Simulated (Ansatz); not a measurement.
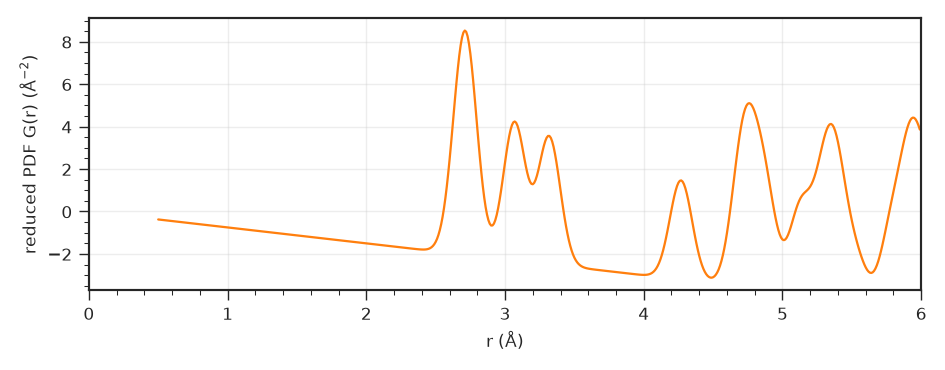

Computed neutron G(r), with each pair weighted by the product of the tabulated coherent neutron scattering lengths (natural isotope mix where the element has one) and a uniform peak width σ = 0.08 Å. No termination ripples are included.

Candidate structures:

A. 
```
Mo
1.0
     5.69030    0.00000    0.00000
     0.00000    5.69030    0.00000
     0.00000    0.00000    5.69030
Mo
8
Direct
  0.75000 0.75000 0.75000
  0.00000 0.50000 0.00000
  0.75000 0.25000 0.25000
  0.00000 0.00000 0.50000
  0.25000 0.75000 0.25000
  0.50000 0.50000 0.50000
  0.25000 0.25000 0.75000
  0.50000 0.00000 0.00000
```

B. 
```xyz
8
Lattice="2.6838 0.0000 0.0000 0.0000 5.5329 0.0000 0.0000 0.0000 9.0144" Properties=species:S:1:pos:R:3 pbc="T T T"
Mo    0.6710    1.3832    6.7608
Mo    1.3419    0.0000    0.0000
Mo    0.6710    4.1496    2.2536
Mo    1.3419    2.7664    4.5072
Mo    2.0129    1.3832    2.2536
Mo    0.0000    0.0000    4.5072
Mo    2.0129    4.1496    6.7608
Mo    0.0000    2.7664    0.0000
```

Origins: A, the end point of a relaxation with Ansatz, DFT, PBE, plane waves (420 eV) with PAW, scalar-relativistic; the starting structure was generated, so it need not be a known form of this composition; B, the input geometry of an electronic-structure calculation (not necessarily at equilibrium); the starting structure was generated, so it need not be a known form of this composition.

### Which candidate gives this PDF?

Candidate B, Mo, Fddd (first clear peaks at 2.71 Å (Mo–Mo) and 3.07 Å (Mo–Mo)). A would give first clear peaks at 2.46 Å (Mo–Mo) and 4.02 Å (Mo–Mo).
